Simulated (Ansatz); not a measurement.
## Be16H: geometry relaxation (part 1 of 2)

System: Be16H (defect cell, 17 atoms in the cell).
Method: DFT PBE, scalar-relativistic, plane waves, PAW, no spin polarisation (Ansatz 0.2.0).

It belongs to a series of runs on one base structure; here: end point A relaxed.

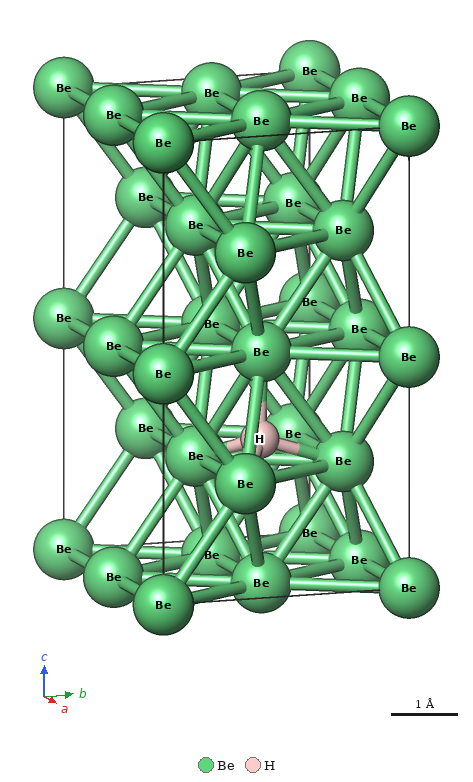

Figure 1. The starting structure (ball-and-stick view of the cell of the calculation, seen slightly off an axis).

### Results in brief

```tsv
quantity	value
outcome	converged
electrons treated	33
free energy	−1498.3973 eV
Fermi energy	8.493 eV
final volume	130.38 Å³
largest force (length of the vector) at the end	0.009 eV/Å
hardware	1 thread of AMD EPYC (Zen 3), 16 GiB of memory available, shared host
wall time	37 s
peak memory	0.44 GiB
```

### The input
```yaml
crystal:
  lattice:
    - [-2.29, -3.966396, 0.0]
    - [3.435, -1.983198, 0.0]
    - [0.0, 0.0, 7.17686]
  atoms:
    - { symbol: Be, position: [0.75, 0.5, 0.0] }
    - { symbol: Be, position: [0.5, 0.3333333, 0.25] }
    - { symbol: Be, position: [0.75, 0.5, 0.5] }
    - { symbol: Be, position: [0.5, 0.3333333, 0.75] }
    - { symbol: Be, position: [0.5, 0.0, 0.0] }
    - { symbol: Be, position: [0.25, 0.8333333, 0.25] }
    - { symbol: Be, position: [0.5, 0.0, 0.5] }
    - { symbol: Be, position: [0.25, 0.8333333, 0.75] }
    - { symbol: Be, position: [0.25, 0.5, 0.0] }
    - { symbol: Be, position: [0.0, 0.3333333, 0.25] }
    - { symbol: Be, position: [0.25, 0.5, 0.5] }
    - { symbol: Be, position: [0.0, 0.3333333, 0.75] }
    - { symbol: Be, position: [0.0, 0.0, 0.0] }
    - { symbol: Be, position: [0.75, 0.8333333, 0.25] }
    - { symbol: Be, position: [0.0, 0.0, 0.5] }
    - { symbol: Be, position: [0.75, 0.8333333, 0.75] }
    - { symbol: H, position: [0.75454, 0.4920815, 0.3117062] }
basis:
  ecutwfc: 420.0
kpoints:
  mp_grid: { grid: [4, 4, 3] }
hamiltonian:
  xc: pbe
scf:
  occupations: { method: fermi_dirac, width: 0.15 }
  lower_state_search: "off"
relax:
  f_tol: 0.03
  max_steps: 60
  adjacent_minimum: "off"
output:
  write_density: true
  write_potential: true
  elf: true
  volumetric_format: npy
```

Launch command:
```bash
ansatz run input.yaml --threads 1 --pin off --max-ram 3072MiB --backend cpu --events-out ev --progress --plain --runs-dir out
```

### What the program printed
```
band count auto-derived: 35 (N_el = 33.0; filled up to band 17; 34 by the electrons, moments and atoms)
Engine: ansatz 0.2.0, x86_64-unknown-linux-gnu
Pseudopotentials: kind: paw
Pseudopotential: Be, paw, valence charge 2, recommended cutoff 420 eV (normal), Be.paw.azcp
Pseudopotential: H, paw, valence charge 1, recommended cutoff 420 eV (normal), H.paw.azcp
Functional definition: PBE
  parameter kappa = 0.804
  parameter beta = 0.06672455060314922
  exchange = pbe_x(kappa = kappa, mu = beta*pi^2/3)
  correlation = pbe_c(beta = beta)
Crystal: 17 atoms, lattice volume = 130.376 Å³
Basis set: ecut = 420 eV, 2561 PW (Γ), exchange–correlation on 64×54×96 points (8 copies of the dense FFT grid, shifted against one another)
Bands: 35, of which v1, the nominal top of the filled ones, is band 17 counted from 1 (16 counted from 0)
Symmetry: 1 space group operations
Space group: P1 (ITA 1), of the structure as read, at distance tolerance 5.1e-5 Å
k-points: 26 of 48 (time reversal used)
Non-local potential: Be, projectors of the file, l = 0: 2, l = 1: 2, l = 2: 1
Non-local potential: H, projectors of the file, l = 0: 2, l = 1: 1
PAW form: soft (Blöchl's): semilocal exchange-correlation on the pseudo side does not see the compensation charge
PAW one-centre angular grid: Be, 110 points (default); XC on 64 Gauss nodes
PAW one-centre angular grid: H, 110 points (default); XC on 64 Gauss nodes
Initial density: superposition of atomic densities (neutral atoms: chi_scale 0, normalization atom), corrected by the library's trained network
Initial wavefunctions: pseudopotential atomic-orbital guess
Functional: x = pbe(κ = 0.804, μ = 0.2195149727645171), c = pbe(β = 0.06672455060314922)
SCF iter   1: F=—  HF=-1498.075377 eV  |F-HF|=—  |Δ(HF+E_count)|=         —  Δρ=3.32e-3  dr2=2.82e-2  ethr=1.77e-3  ⟨swp⟩=7.3  Hψ=5628  notcnv=0  defer=26
preconditioner: auto → Kerker (q_TF=auto, 2.170 Å⁻¹)  [metal: Δε(μ)=0.156 eV  Ē_g=9.958 eV  σ=0.150 eV  W_gap=0.25  n_scr=20 (ndim 8)  ℏωp=18.7 eV  f_vac=0.000  D(μ)=1.84/eV (n_scr^D=6)]
SCF iter   2: F=—  HF=-1498.069307 eV  |F-HF|=—  |Δ(HF+E_count)|=   6.07e-3  Δρ=1.96e-3  dr2=9.16e-3  ethr=8.54e-5  ⟨swp⟩=1.0  Hψ=1118  notcnv=0  defer=28
SCF iter   3: F=—  HF=-1498.067274 eV  |F-HF|=—  |Δ(HF+E_count)|=   2.03e-3  Δρ=2.27e-4  dr2=5.06e-5  ethr=2.78e-5  ⟨swp⟩=2.6  Hψ=1220  notcnv=0  defer=28
iter 4 did not close the SCF: its close was put off for the readings that it lacked (scf_convergence_deferred on its scf_iter line)
SCF iter   4: F=-1498.067264 eV  HF=-1498.067265 eV  |F-HF|=3.03e-7  |Δ(HF+E_count)|=   9.32e-6  Δρ=1.99e-5  dr2=5.79e-7  ethr=1.53e-7  ⟨swp⟩=1.4  Hψ=939  notcnv=0  defer=28
iter 5 did not close the SCF: its close was put off for the readings that it lacked (scf_convergence_deferred on its scf_iter line)
SCF iter   5: F=-1498.067264 eV  HF=-1498.067264 eV  |F-HF|=1.36e-8  |Δ(HF+E_count)|=   1.55e-7  Δρ=4.41e-6  dr2=2.81e-8  ethr=1.75e-9  ⟨swp⟩=2.5  Hψ=1320  notcnv=0  defer=28
SCF iter   6: F=-1498.067264 eV  HF=-1498.067264 eV  |F-HF|=4.27e-11  |Δ(HF+E_count)|=   7.11e-9  Δρ=4.03e-7  dr2=1.70e-10  ethr=8.50e-11  ⟨swp⟩=4.4  Hψ=3693  notcnv=0
SCF 1 converged in 6 iterations: F = -1498.067264 eV  dr2 = 1.70e-10
  greatest PAW one-centre occupation: 0.422 electrons in one spin orbital (limit 2), on the H atom at site 16 (counted from 0), in its partial waves of l = 0
relax step   1: F+E_penalty+E_count = -1498.06726446 eV  Δ(F+E_penalty+E_count) = +0.000e0 eV  max|allowed force component| = 1.605e0 eV/Å  Δτ_max = 0.0000 Å  (6 SCF iters, dr2 threshold 2.25e-5 eV, accepted)
Initial density: handed on by an earlier stage of this run
Initial wavefunctions: those handed on with the density
iter 1 solved again at ethr=2.41e-4 eV; its pass at ethr=3.10e-3 eV (dr2=7.97e-2 eV) is discarded
SCF iter   1: F=—  HF=-1498.289367 eV  |F-HF|=—  |Δ(HF+E_count)|=         —  Δρ=4.85e-3  dr2=7.53e-2  ethr=2.41e-4  ⟨swp⟩=1.0  Hψ=3449  notcnv=0  defer=77
preconditioner: auto → Kerker (q_TF=auto, 2.170 Å⁻¹)  [metal: Δε(μ)=0.189 eV  Ē_g=9.938 eV  σ=0.150 eV  W_gap=0.30  n_scr=20 (ndim 8)  ℏωp=18.7 eV  f_vac=0.000  D(μ)=1.83/eV (n_scr^D=6)]
SCF iter   2: F=—  HF=-1498.274874 eV  |F-HF|=—  |Δ(HF+E_count)|=   1.45e-2  Δρ=2.62e-3  dr2=2.41e-2  ethr=2.28e-4  ⟨swp⟩=1.0  Hψ=821  notcnv=0  defer=77
SCF iter   3: F=—  HF=-1498.267599 eV  |F-HF|=—  |Δ(HF+E_count)|=   7.27e-3  Δρ=2.68e-4  dr2=9.59e-5  ethr=7.31e-5  ⟨swp⟩=2.5  Hψ=1243  notcnv=0  defer=77
SCF iter   4: F=-1498.267568 eV  HF=-1498.267569 eV  |F-HF|=4.33e-7  |Δ(HF+E_count)|=   3.05e-5  Δρ=4.13e-5  dr2=1.36e-6  ethr=2.91e-7  ⟨swp⟩=8.7  Hψ=4644  notcnv=0
SCF 2 converged in 4 iterations: F = -1498.267568 eV  dr2 = 1.36e-6
  greatest PAW one-centre occupation: 0.408 electrons in one spin orbital (limit 2), on the H atom at site 16 (counted from 0), in its partial waves of l = 0
relax step   2: F+E_penalty+E_count = -1498.26756846 eV  Δ(F+E_penalty+E_count) = -2.003e-1 eV  max|allowed force component| = 8.579e-1 eV/Å  Δτ_max = 0.0418 Å  (4 SCF iters, dr2 threshold 1.00e-4 eV, accepted)
iter 1 solved again at ethr=3.29e-4 eV; its pass at ethr=3.10e-3 eV (dr2=1.08e-1 eV) is discarded
SCF iter   1: F=—  HF=-1498.415502 eV  |F-HF|=—  |Δ(HF+E_count)|=         —  Δρ=7.01e-3  dr2=1.10e-1  ethr=3.29e-4  ⟨swp⟩=1.0  Hψ=4162  notcnv=0  defer=51
preconditioner: auto → Kerker (q_TF=auto, 2.170 Å⁻¹)  [metal: Δε(μ)=0.041 eV  Ē_g=9.904 eV  σ=0.150 eV  W_gap=0.07  n_scr=20 (ndim 8)  ℏωp=18.7 eV  f_vac=0.000  D(μ)=1.82/eV (n_scr^D=6)]
SCF iter   2: F=—  HF=-1498.391719 eV  |F-HF|=—  |Δ(HF+E_count)|=   2.38e-2  Δρ=3.84e-3  dr2=3.51e-2  ethr=3.29e-4  ⟨swp⟩=1.0  Hψ=820  notcnv=0  defer=51
SCF iter   3: F=—  HF=-1498.380822 eV  |F-HF|=—  |Δ(HF+E_count)|=   1.09e-2  Δρ=3.47e-4  dr2=1.72e-4  ethr=1.06e-4  ⟨swp⟩=2.3  Hψ=1231  notcnv=0  defer=51
SCF iter   4: F=-1498.380774 eV  HF=-1498.380775 eV  |F-HF|=1.23e-6  |Δ(HF+E_count)|=   4.71e-5  Δρ=5.93e-5  dr2=3.25e-6  ethr=1.39e-7  ⟨swp⟩=6.6  Hψ=4829  notcnv=0
SCF 3 converged in 4 iterations: F = -1498.380774 eV  dr2 = 3.25e-6
  greatest PAW one-centre occupation: 0.389 electrons in one spin orbital (limit 2), on the H atom at site 16 (counted from 0), in its partial waves of l = 0
relax step   3: F+E_penalty+E_count = -1498.38077389 eV  Δ(F+E_penalty+E_count) = -1.132e-1 eV  max|allowed force component| = 2.604e-1 eV/Å  Δτ_max = 0.0816 Å  (4 SCF iters, dr2 threshold 4.60e-5 eV, accepted)
iter 1 solved again at ethr=2.69e-4 eV; its pass at ethr=3.10e-3 eV (dr2=8.88e-2 eV) is discarded
SCF iter   1: F=—  HF=-1498.408483 eV  |F-HF|=—  |Δ(HF+E_count)|=         —  Δρ=9.17e-3  dr2=8.99e-2  ethr=2.69e-4  ⟨swp⟩=1.0  Hψ=4182  notcnv=0  defer=74
preconditioner: auto → Kerker (q_TF=auto, 2.170 Å⁻¹)  [metal: Δε(μ)=0.103 eV  Ē_g=9.915 eV  σ=0.150 eV  W_gap=0.17  n_scr=20 (ndim 8)  ℏωp=18.7 eV  f_vac=0.000  D(μ)=1.68/eV (n_scr^D=4)]
SCF iter   2: F=—  HF=-1498.396888 eV  |F-HF|=—  |Δ(HF+E_count)|=   1.16e-2  Δρ=5.20e-3  dr2=3.03e-2  ethr=2.69e-4  ⟨swp⟩=1.0  Hψ=813  notcnv=0  defer=74
SCF iter   3: F=—  HF=-1498.390884 eV  |F-HF|=—  |Δ(HF+E_count)|=   6.00e-3  Δρ=2.83e-4  dr2=9.12e-5  ethr=9.19e-5  ⟨swp⟩=1.5  Hψ=955  notcnv=0  defer=74
SCF iter   4: F=—  HF=-1498.391306 eV  |F-HF|=—  |Δ(HF+E_count)|=   4.22e-4  Δρ=3.87e-5  dr2=1.62e-6  ethr=1.89e-8  ⟨swp⟩=9.0  Hψ=5293  notcnv=0
SCF iter   5: F=-1498.391306 eV  HF=-1498.391306 eV  |F-HF|=2.23e-8  |Δ(HF+E_count)|=   9.36e-8  Δρ=7.51e-6  dr2=6.50e-8  ethr=4.91e-9  ⟨swp⟩=5.7  Hψ=4036  notcnv=0
SCF 4 converged in 5 iterations: F = -1498.391306 eV  dr2 = 6.50e-8
  greatest PAW one-centre occupation: 0.387 electrons in one spin orbital (limit 2), on the H atom at site 16 (counted from 0), in its partial waves of l = 0
relax step   4: F+E_penalty+E_count = -1498.39130577 eV  Δ(F+E_penalty+E_count) = -1.053e-2 eV  max|allowed force component| = 1.528e-1 eV/Å  Δτ_max = 0.2000 Å  (5 SCF iters, dr2 threshold 6.25e-6 eV, accepted)
SCF iter   1: F=—  HF=-1498.399348 eV  |F-HF|=—  |Δ(HF+E_count)|=         —  Δρ=3.18e-3  dr2=1.11e-2  ethr=3.46e-4  ⟨swp⟩=2.3  Hψ=2150  notcnv=0  defer=93
preconditioner: auto → Kerker (q_TF=auto, 2.170 Å⁻¹)  [metal: Δε(μ)=0.059 eV  Ē_g=9.910 eV  σ=0.150 eV  W_gap=0.10  n_scr=20 (ndim 8)  ℏωp=18.7 eV  f_vac=0.000  D(μ)=1.73/eV (n_scr^D=4)]
SCF iter   2: F=—  HF=-1498.397435 eV  |F-HF|=—  |Δ(HF+E_count)|=   1.91e-3  Δρ=1.81e-3  dr2=3.59e-3  ethr=3.37e-5  ⟨swp⟩=1.0  Hψ=1118  notcnv=0  defer=93
SCF iter   3: F=—  HF=-1498.396779 eV  |F-HF|=—  |Δ(HF+E_count)|=   6.56e-4  Δρ=1.06e-4  dr2=3.00e-5  ethr=1.09e-5  ⟨swp⟩=1.3  Hψ=899  notcnv=0  defer=93
SCF iter   4: F=—  HF=-1498.397297 eV  |F-HF|=—  |Δ(HF+E_count)|=   5.18e-4  Δρ=4.55e-5  dr2=3.26e-6  ethr=6.52e-9  ⟨swp⟩=8.2  Hψ=4407  notcnv=0
SCF iter   5: F=-1498.397297 eV  HF=-1498.397297 eV  |F-HF|=1.46e-9  |Δ(HF+E_count)|=   1.93e-7  Δρ=3.37e-6  dr2=9.63e-9  ethr=6.52e-9  ⟨swp⟩=7.1  Hψ=3921  notcnv=0
SCF 5 converged in 5 iterations: F = -1498.397297 eV  dr2 = 9.63e-9
  greatest PAW one-centre occupation: 0.386 electrons in one spin orbital (limit 2), on the H atom at site 16 (counted from 0), in its partial waves of l = 0
relax step   5: F+E_penalty+E_count = -1498.39729682 eV  Δ(F+E_penalty+E_count) = -5.991e-3 eV  max|allowed force component| = 8.710e-3 eV/Å  Δτ_max = 0.0701 Å  (5 SCF iters, dr2 threshold 2.15e-6 eV, accepted)
iter 1 solved again at ethr=7.34e-11 eV; its pass at ethr=3.10e-3 eV (dr2=2.42e-8 eV) is discarded
SCF iter   1: F=—  HF=-1498.396775 eV  |F-HF|=—  |Δ(HF+E_count)|=         —  Δρ=5.48e-6  dr2=2.55e-8  ethr=7.34e-11  ⟨swp⟩=2.6  Hψ=2852  notcnv=0  defer=93
preconditioner: auto → Kerker (q_TF=auto, 2.170 Å⁻¹)  [metal: Δε(μ)=0.067 eV  Ē_g=9.910 eV  σ=0.150 eV  W_gap=0.11  n_scr=20 (ndim 8)  ℏωp=18.7 eV  f_vac=0.000  D(μ)=1.72/eV (n_scr^D=4)]
SCF iter   2: F=—  HF=-1498.397297 eV  |F-HF|=—  |Δ(HF+E_count)|=   5.22e-4  Δρ=2.11e-6  dr2=3.65e-9  ethr=7.34e-11  ⟨swp⟩=7.3  Hψ=3920  notcnv=0
SCF iter   3: F=-1498.397297 eV  HF=-1498.397297 eV  |F-HF|=7.55e-11  |Δ(HF+E_count)|=  1.82e-10  Δρ=1.22e-6  dr2=1.26e-9  ethr=1.10e-11  ⟨swp⟩=4.0  Hψ=3179  notcnv=0
SCF 6 converged in 3 iterations: F = -1498.397297 eV  dr2 = 1.26e-9
relax step   6: F+E_penalty+E_count = -1498.39729683 eV  Δ(F+E_penalty+E_count) = -1.077e-9 eV  max|allowed force component| = 8.728e-3 eV/Å  Δτ_max = 0.0000 Å  (3 SCF iters, accepted)
```

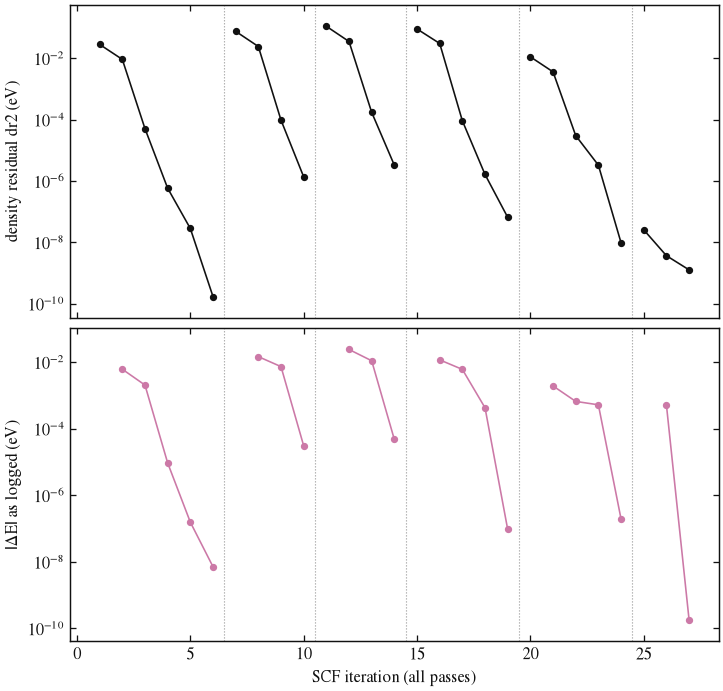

Figure 2. Convergence of the self-consistent field: density residual dr2 and size of the energy change against the SCF iteration. The dotted lines part the SCF passes of the relaxation: geometry steps, rejected trials and re-solves on a re-selected basis. The 6 passes take 3 to 6 iterations each, 27 in all.

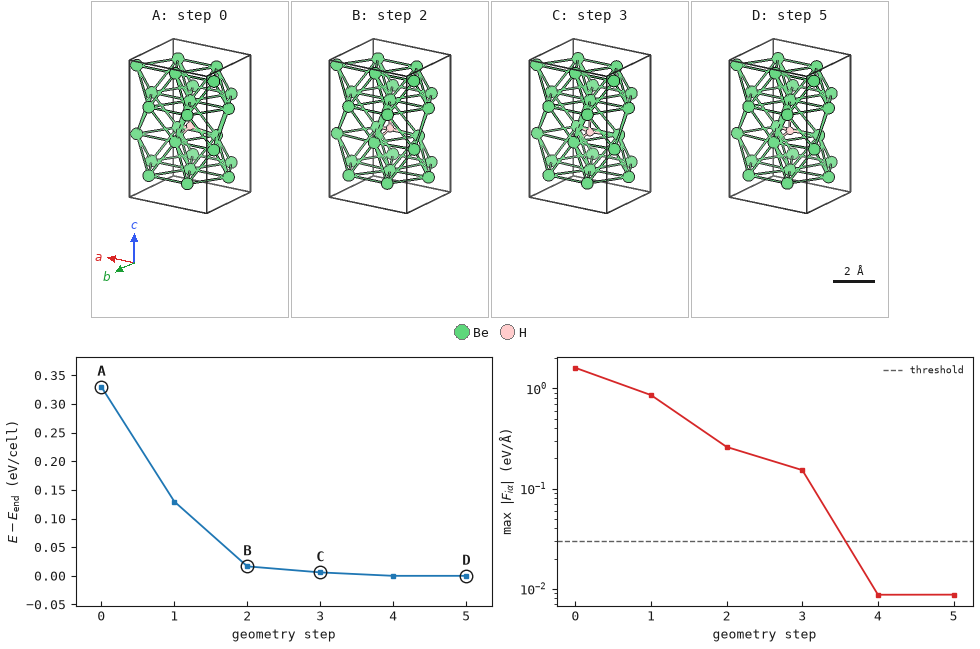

Figure 3. Frames of the relaxation (ball-and-stick view of the cell of the calculation (origin shifted), seen at an oblique angle) above the curves, on which the letters mark them (the first geometry is step 0 here and step 1 in the log).

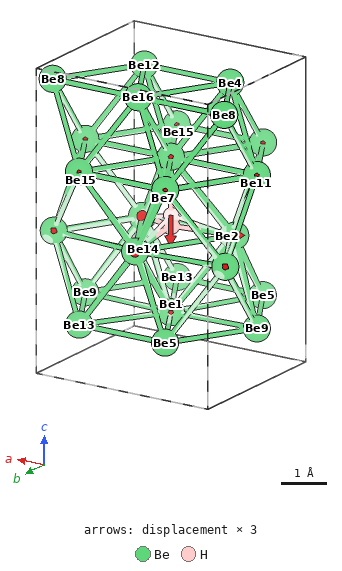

Figure 4. Start (faint) and end (solid) with the displacements as red arrows, magnified 3 times (ball-and-stick view of the cell of the calculation (origin shifted), seen at an oblique angle). The largest move is that of H17, 0.24 Å. By element the largest moves are H 0.24 Å, Be 0.13 Å. The cell stays as it was. Distances before and after: Be3–H17 1.352 → 1.622 Å, Be10–Be14 2.290 → 2.502 Å, Be2–Be10 2.290 → 2.489 Å, Be1–Be14 2.229 → 2.345 Å. Among the angles that change: Be3–H17–Be10 110.4° → 98.0°, Be2–H17–Be3 108.3° → 98.0°, Be2–H17–Be14 108.5° → 118.4°. After 5 geometry steps the energy has fallen by 0.330 eV per cell of the calculation. Largest force component: 1.6 eV/Å at the start, 0.0087 eV/Å at the end. (Atoms are counted from 1 in the order of the input.)

```
NSCF: frozen V_eff on 26 k-points
the band table was solved once a step of the walk had ended and its energy, with any forces and stress, was formed, with the checks that follow a solve (4302 applications of the Hamiltonian). They found nothing against the state; the energy, forces and stress were not computed again (output.eigenvalues in the input reference)
SCF converged after 3 iterations
Free energy (F): -1498.397297 eV
Harris-Foulkes:  -1498.397297 eV  (|F-HF|=7.55e-11)
Internal energy: -1498.262019 eV  (E = F + TS)
E sigma→0 (E₀):  -1498.329658 eV
Entropy (-TS):   -0.135278 eV (-7.958 meV/atom)
Fermi energy:    8.492915 eV
--- Per-component energies (eV) ---
  E_band       = 93.367708
  E_kinetic    = 351.536018
  E_local      = 28.695630  (includes V_loc(G=0)·N_el)
  E_nonlocal   = 72.100933
  E_hartree    = 4.767630
  E_xc         = -325.920701
  E_vxc        = -345.148591  (∫ρ·V_xc dr)
  E_paw        = -953.541896  (= ΣΔE_a)
  E_vpaw       = -23.350177  (= ΣTr[D̂ρ^β])
  E_aug_tail   = -0.001366  (compensation charges beyond the density's cutoff)
  E_ewald      = -675.898267
  E_smearing   = -0.135278  (= −TS)
  E_closure    = 0.000000  (closes the sum)
  Σ components = -1498.397297   (vs F -1498.397297, Δ=0.00e0)
```
